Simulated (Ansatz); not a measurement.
**MoSi2: single-point calculation**

System: MoSi2 (slab, 9 atoms in the cell).
Method: DFT PBEsol, scalar-relativistic, plane waves, PAW, no spin polarisation (Ansatz 0.2.0).

The structure derives from an entry of the Crystallography Open Database. It belongs to a series of runs on one base structure; here: the film alone at its places in the stack. Figures and captions count atoms from 1; the log counts them from 0 in places.

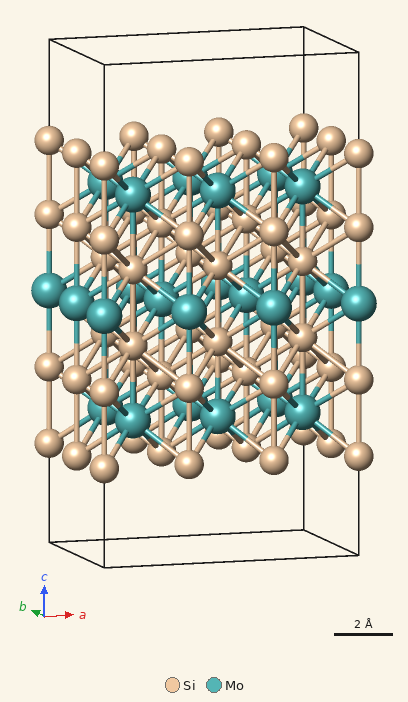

*The structure (ball-and-stick view of the 3 × 2 repeat of the cell, with the vacuum cut short, seen slightly off an axis). An atom can appear more than once, as a periodic image.*

The input
```yaml
crystal:
  lattice:
    - [3.0806203186, 0.0, 0.0]
    - [0.0, 3.0806203186, 0.0]
    - [0.0, 0.0, 35.4753561983]
  atoms:
    - { symbol: Si, position: [-6.3524e-06, 7.3968e-06, 0.4897836153] }
    - { symbol: Mo, position: [0.4999935946, 0.5000072284, 0.5289146515] }
    - { symbol: Si, position: [-6.1825e-06, 1.0000071262, 0.564937763] }
    - { symbol: Si, position: [0.4999934952, 0.5000073778, 0.602519117] }
    - { symbol: Mo, position: [0.9999935808, 7.3261e-06, 0.6401095939] }
    - { symbol: Si, position: [0.4999936311, 0.5000072907, 0.6774742443] }
    - { symbol: Si, position: [0.9999933641, 7.5558e-06, 0.7150612147] }
    - { symbol: Mo, position: [0.4999935664, 0.5000073561, 0.7512522336] }
    - { symbol: Si, position: [0.99999345, 7.4758e-06, 0.7878866245] }
basis:
  ecutwfc: 420
kpoints:
  mp_grid: { grid: [11, 11, 1] }
hamiltonian:
  xc: pbesol
scf:
  occupations: { method: gaussian, width: 0.1 }
output:
  forces: true
  stress: true
  eigenvalues: true
efield:
  axis: 3
  dipole_correction: true
  ramp_width: 0.04
```

Launched with:
```bash
ansatz run input.yaml --threads 4 --pin off --max-ram 10240MiB --backend cpu --events-out ev --progress --plain --runs-dir out
```

Log
```
Warning: the atoms were moved onto the symmetric positions of the space group found under crystal.symmetry.tolerance 1.0e-5 (fractional; no operation is sought that the atoms, as they stand in a round, miss by more than twice it, and no atom is moved by as much as it), and the run uses the moved positions. Before a round's move an operation carried an atom to 2.04e-6 Å from where it should land, the largest such distance. Atom 2 (counting from 0) moved farthest, by 1.02e-6 Å; the longest move in fractions of the cell, of whichever atom, is 0.03 of the tolerance, in 1 round. To run the atoms as typed, lower crystal.symmetry.tolerance until the operations that they miss are no longer found, or set crystal.symmetry.detect: false (a key that needs symmetry detection or time reversal refuses this as the deck is read). The positions used, in the order of the run's atom list: position: [-6.428077777760457e-6, 7.348188888924989e-6, 0.4897836153]; position: [0.4999935719222222, 0.5000073481888889, 0.5289146515]; position: [-6.428077777829236e-6, 1.000007348188889, 0.564937763]; position: [0.4999935719222222, 0.5000073481888889, 0.602519117]; position: [0.9999935719222223, 7.348188888924989e-6, 0.6401095939]; position: [0.4999935719222222, 0.5000073481888889, 0.6774742443]; position: [0.9999935719222223, 7.348188888897234e-6, 0.7150612147]; position: [0.4999935719222222, 0.5000073481888889, 0.7512522336]; position: [0.9999935719222223, 7.348188888897234e-6, 0.7878866245];
Engine: ansatz 0.2.0, x86_64-unknown-linux-gnu
Pseudopotentials: kind: paw
Pseudopotential: Si, paw, valence charge 4, recommended cutoff 420 eV (normal), Si.paw.azcp
Pseudopotential: Mo, paw, valence charge 14, recommended cutoff 420 eV (normal), Mo.paw.azcp
Functional definition: PBEsol
  exchange = pbesol_x
  correlation = pbesol_c
Crystal: 9 atoms, lattice volume = 336.669 Å³
Basis set: ecut = 420 eV, 6631 PW (Γ), exchange–correlation on 48×48×480 points (8 copies of the dense FFT grid, shifted against one another)
Bands: 42, of which v1, the nominal top of the filled ones, is band 33 counted from 1 (32 counted from 0)
Symmetry: 8 space group operations
Space group: P4mm (ITA 99), of the structure as read, at distance tolerance 7.0e-5 Å
k-points: 21 of 121
Non-local potential: Si, projectors of the file, l = 0: 2, l = 1: 2, l = 2: 2
Non-local potential: Mo, projectors of the file, l = 0: 3, l = 1: 2, l = 2: 2, l = 3: 1
PAW form: soft (Blöchl's): semilocal exchange-correlation on the pseudo side does not see the compensation charge
PAW frozen core: Si, regenerated for the run's functional, and the local potential with it (the file was generated under x = pbe(κ = 0.804, μ = 0.2195149727645171), c = pbe(β = 0.06672455060314922))
PAW frozen core: Mo, regenerated for the run's functional, and the local potential with it (the file was generated under x = pbe(κ = 0.804, μ = 0.2195149727645171), c = pbe(β = 0.06672455060314922))
PAW one-centre angular grid: Si, 110 points (default); XC on 64 Gauss nodes
PAW one-centre angular grid: Mo, 590 points (default); XC on 64 Gauss nodes
Initial density: superposition of atomic densities (neutral atoms: chi_scale 0, normalization atom), corrected by the library's trained network
Initial wavefunctions: pseudopotential atomic-orbital guess
Functional: x = pbesol(κ = 0.804, μ = 0.12345679012345678), c = pbesol(β = 0.046)
SCF iter   1: F=—  HF=-18423.075568 eV  |F-HF|=—  |Δ(HF+E_count)|=         —  Δρ=4.88e-3  dr2=6.20e-1  ethr=1.77e-3  p=0.004 e·Å  D=1.94e-3 V/Å  ΔV_dip=-0.07 eV  dr2_dipole=2.03e-1  V_vac-E_F(+/−)=4.95/5.02 eV  ⟨swp⟩=11.7  Hψ=5525  notcnv=0
efield: sawtooth ramp at fractional position 0.1188 (placed from the atoms, in the widest stretch of the axis that holds none; the zero of the levels goes with the place), width 0.0400; the density the first Hamiltonian is built on has a dipole p = 0.004 e·Å; the dipole correction subtracts the counter field D = 1.94e-3 V/Å, which shifts the + side's vacuum level by -0.07 eV against the − side's; the planar-averaged density in the ramp window peaks in size at 2.8e-6 e/Å³
preconditioner: auto → LDOS  [metal: Δε(μ)=0.079 eV  Ē_g=6.907 eV  σ=0.100 eV  W_gap=0.39  n_scr=42 (ndim 8)  ℏωp=13.1 eV  f_vac=0.594  D(μ)=3.76/eV (n_scr^D=16)  β→1.0]
SCF iter   2: F=—  HF=-18423.062423 eV  |F-HF|=—  |Δ(HF+E_count)|=   1.31e-2  Δρ=1.76e-3  dr2=7.05e-2  ethr=9.39e-4  p=0.002 e·Å  D=9.30e-4 V/Å  ΔV_dip=-0.03 eV  dr2_dipole=1.49e-2  V_vac-E_F(+/−)=4.52/4.55 eV  ⟨swp⟩=2.0  Hψ=1158  notcnv=0  defer=40
SCF iter   3: F=—  HF=-18423.058495 eV  |F-HF|=—  |Δ(HF+E_count)|=   3.93e-3  Δρ=4.52e-4  dr2=5.08e-3  ethr=1.07e-4  p=0.003 e·Å  D=1.62e-3 V/Å  ΔV_dip=-0.06 eV  dr2_dipole=5.10e-4  V_vac-E_F(+/−)=4.53/4.59 eV  ⟨swp⟩=2.0  Hψ=1045  notcnv=0  defer=40
SCF iter   4: F=—  HF=-18423.058372 eV  |F-HF|=—  |Δ(HF+E_count)|=   1.23e-4  Δρ=1.78e-4  dr2=5.15e-4  ethr=7.69e-6  p=0.003 e·Å  D=1.52e-3 V/Å  ΔV_dip=-0.05 eV  dr2_dipole=2.60e-5  V_vac-E_F(+/−)=4.50/4.56 eV  ⟨swp⟩=2.8  Hψ=1356  notcnv=0  defer=40
SCF iter   5: F=—  HF=-18423.058334 eV  |F-HF|=—  |Δ(HF+E_count)|=   3.75e-5  Δρ=6.67e-5  dr2=5.01e-5  ethr=7.80e-7  p=0.003 e·Å  D=1.47e-3 V/Å  ΔV_dip=-0.05 eV  dr2_dipole=1.08e-6  V_vac-E_F(+/−)=4.49/4.55 eV  ⟨swp⟩=2.8  Hψ=1463  notcnv=0  defer=40
SCF iter   6: F=—  HF=-18423.058386 eV  |F-HF|=—  |Δ(HF+E_count)|=   5.15e-5  Δρ=2.74e-5  dr2=8.59e-6  ethr=7.59e-8  p=0.003 e·Å  D=1.41e-3 V/Å  ΔV_dip=-0.05 eV  dr2_dipole=1.05e-6  V_vac-E_F(+/−)=4.49/4.54 eV  ⟨swp⟩=2.6  Hψ=1364  notcnv=0  defer=23
SCF iter   7: F=—  HF=-18423.058388 eV  |F-HF|=—  |Δ(HF+E_count)|=   1.75e-6  Δρ=1.00e-5  dr2=1.12e-6  ethr=1.30e-8  p=0.003 e·Å  D=1.38e-3 V/Å  ΔV_dip=-0.05 eV  dr2_dipole=3.07e-8  V_vac-E_F(+/−)=4.49/4.54 eV  ⟨swp⟩=2.3  Hψ=1272  notcnv=0  defer=23
SCF iter   8: F=—  HF=-18423.058388 eV  |F-HF|=—  |Δ(HF+E_count)|=   2.42e-7  Δρ=3.10e-6  dr2=1.43e-7  ethr=1.69e-9  p=0.003 e·Å  D=1.35e-3 V/Å  ΔV_dip=-0.05 eV  dr2_dipole=1.84e-8  V_vac-E_F(+/−)=4.49/4.53 eV  ⟨swp⟩=2.3  Hψ=1333  notcnv=0  defer=23
SCF iter   9: F=-18423.058388 eV  HF=-18423.058388 eV  |F-HF|=1.32e-8  |Δ(HF+E_count)|=   1.11e-7  Δρ=1.13e-6  dr2=7.76e-9  ethr=1.52e-10  p=0.002 e·Å  D=1.34e-3 V/Å  ΔV_dip=-0.05 eV  dr2_dipole=8.35e-10  V_vac-E_F(+/−)=4.49/4.53 eV  ⟨swp⟩=18.6  Hψ=4633  notcnv=0
SCF 1 converged in 9 iterations: F = -18423.058388 eV  dr2 = 7.76e-9
  greatest PAW one-centre occupation: 0.999 electrons in one spin orbital (limit 2), on the Mo atom at site 7 (counted from 0), in its partial waves of l = 0
SCF converged after 9 iterations
Free energy (F): -18423.058388 eV
Harris-Foulkes:  -18423.058388 eV  (|F-HF|=1.32e-8)
Internal energy: -18423.036602 eV  (E = F + TS)
E sigma→0 (E₀):  -18423.047495 eV
Entropy (-TS):   -0.021786 eV (-2.421 meV/atom)
Fermi energy:    2.743278 eV
Dipole field:    D = 0.001305 V/Å  (p = 0.002429 e·Å, saw-weighted, corrected)
Work function:   Φ+ = 4.4866 eV   Φ− = 4.5329 eV
Levels:          The Fermi level and band energies are counted from a zero that moves with the ramp; work functions are not
--- Per-component energies (eV) ---
  E_band       = -993.557076
  E_kinetic    = 1601.042886
  E_local      = -114287.173329  (includes V_loc(G=0)·N_el)
  E_nonlocal   = 589.938696
  E_hartree    = 56270.438253
  E_xc         = -890.670368
  E_vxc        = -986.489289  (∫ρ·V_xc dr)
  E_paw        = -12425.966248  (= ΣΔE_a)
  E_vpaw       = -451.741788  (= ΣTr[D̂ρ^β])
  E_aug_tail   = 0.000105  (compensation charges beyond the density's cutoff)
  E_efield     = 0.000002  (sawtooth field / dipole correction)
  E_vefield    = -0.003303  (∫n·V_field dr)
  E_ewald      = 50718.536140
  E_core_change = 0.817262  (= ΣΔE_core)
  E_smearing   = -0.021786  (= −TS)
  E_closure    = -0.000000  (closes the sum)
  Σ components = -18423.058388   (vs F -18423.058388, Δ=0.00e0)
--- Forces (eV/Å), atoms counted from 1 ---
  atom   1  Si    -0.00000000     0.00000000     0.55008905
  atom   2  Mo     0.00000000     0.00000000    -0.36964776
  atom   3  Si     0.00000000     0.00000000    -0.19754267
  atom   4  Si     0.00000000     0.00000000     0.03840258
  atom   5  Mo    -0.00000000     0.00000000    -0.03505989
  atom   6  Si    -0.00000000     0.00000000    -0.01049143
  atom   7  Si     0.00000000     0.00000000    -0.00190448
  atom   8  Mo     0.00000000     0.00000000     0.04245834
  atom   9  Si     0.00000000     0.00000000    -0.01633896
  max |Σ_I F_I| component: 3.52e-5 eV/Å
--- Stress (GPa, compression-positive) ---
        4.823342       0.000000       0.000000
        0.000000       4.823342       0.000000
        0.000000       0.000000      -0.445930
  P = ⅓ Tr σ = 3.0669 GPa (30.669 kbar)
--- Band table (eV; the first three rows and the last of 21) ---
  k-point 0: bands = ["-57.5940", "-57.5825", "-57.5734", "-31.8546", "-31.8359", "-31.8213", "-31.6623", "-31.6623", "-31.6488", "-31.6488", "-31.6457", "-31.6457", "-10.7452", "-10.0139", "-7.9153", "-7.2551", "-5.5101", "-3.5287", "-2.9582", "-0.8628", "-0.6855", "-0.5063", "0.0090", "0.6121", "0.6258", "0.6258", "1.2699", "1.2699", "2.1907", "2.1907", "3.3194", "3.6397", "3.6532", "3.7431", "3.8107", "3.8941", "3.8941", "5.3110", "5.3110", "6.1618", "6.3852", "6.6623"]
  k-point 1: bands = ["-57.5916", "-57.5800", "-57.5710", "-31.8505", "-31.8318", "-31.8177", "-31.6939", "-31.6798", "-31.6769", "-31.6592", "-31.6459", "-31.6428", "-10.6085", "-9.8902", "-7.7667", "-7.1411", "-5.4157", "-3.4866", "-2.8485", "-0.9710", "-0.7665", "-0.4787", "-0.2756", "0.5061", "0.5592", "0.7043", "0.9051", "1.3188", "1.8966", "2.2380", "2.9988", "3.1703", "3.2599", "3.4462", "3.6336", "3.8143", "4.6216", "4.9457", "5.8304", "6.1324", "6.3165", "6.7160"]
  k-point 2: bands = ["-57.5852", "-57.5735", "-57.5645", "-31.8396", "-31.8207", "-31.8083", "-31.7778", "-31.7620", "-31.7598", "-31.6511", "-31.6380", "-31.6348", "-10.2058", "-9.5278", "-7.3394", "-6.8097", "-5.1639", "-3.4797", "-2.5488", "-1.6596", "-1.4178", "-0.5605", "-0.4505", "0.3432", "0.4742", "0.4766", "0.9211", "1.2965", "1.3898", "2.1585", "2.3358", "2.4267", "2.4937", "3.4213", "3.5189", "3.8919", "4.6456", "5.3423", "5.3441", "6.1943", "6.5929", "6.7531"]
  k-point 20: bands = ["-57.5355", "-57.5230", "-57.5145", "-31.9813", "-31.9802", "-31.9633", "-31.9622", "-31.9612", "-31.9601", "-31.7622", "-31.7386", "-31.7371", "-6.2952", "-6.1891", "-5.9731", "-4.4442", "-3.9478", "-3.8445", "-3.3939", "-2.5470", "-2.1484", "-1.6007", "-1.3128", "-1.1770", "-0.9115", "-0.8434", "-0.6978", "0.2533", "0.4801", "1.1066", "1.3151", "1.4490", "1.6708", "2.8612", "3.9264", "4.8588", "5.4958", "5.5268", "5.5730", "5.7606", "6.4163", "6.5510"]
```

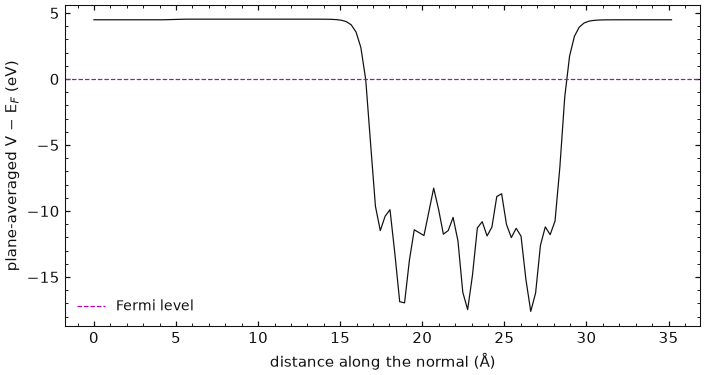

*Plane average of the electrostatic potential energy of an electron across the cell, from the Fermi level.*

The vacuum level lies 4.49 eV above the Fermi level on the upper side and 4.53 eV on the lower.

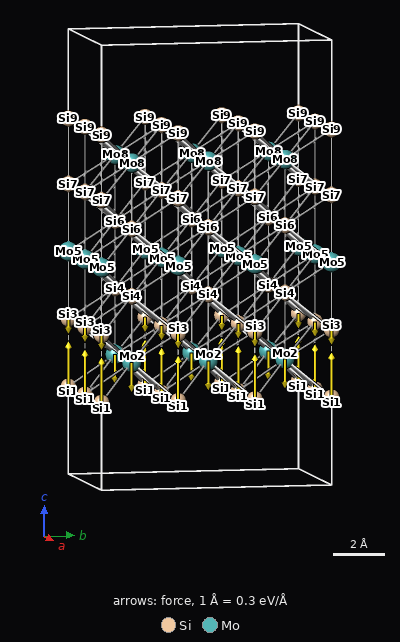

*Forces on the atoms as yellow arrows (ball-and-stick view of the 2 × 3 repeat of the cell, with the vacuum cut short, seen slightly off an axis; atoms are numbered from 1 in the order of the input); the smallest are left out.*

The largest act on Si1 (0.55 eV/Å); Mo2 (0.37 eV/Å); Si3 (0.20 eV/Å). The geometry is not a stationary point of this energy.

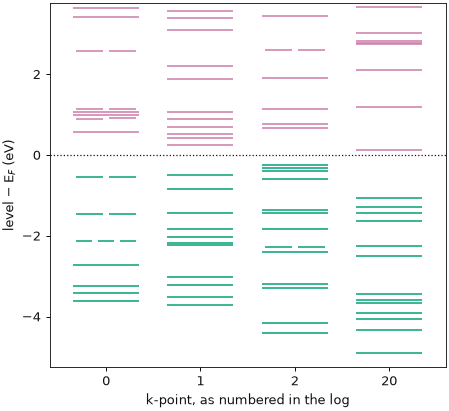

*Kohn–Sham levels near the Fermi level (dotted) at the few k-points that the log prints; levels within 0.02 eV of each other stand side by side.*

The system is metallic on the full mesh.

Key numbers

```tsv
quantity	value
outcome	converged
electrons treated	66
free energy	−18423.0584 eV
work function, top face	4.49 eV
work function, bottom face	4.53 eV
Fermi energy	2.743 eV
gap on the k-point mesh	none (metallic)
work function (upper face)	4.49 eV
largest force (length of the vector)	0.550 eV/Å
hardware	4 threads of Intel Xeon @ 2.50GHz (Skylake/Cascade Lake), 32 GiB of memory available, shared host
wall time	11 s (CPU time 43 s)
peak memory	0.84 GiB
```

Notes

Warnings of the run: the structure was made exactly symmetric.
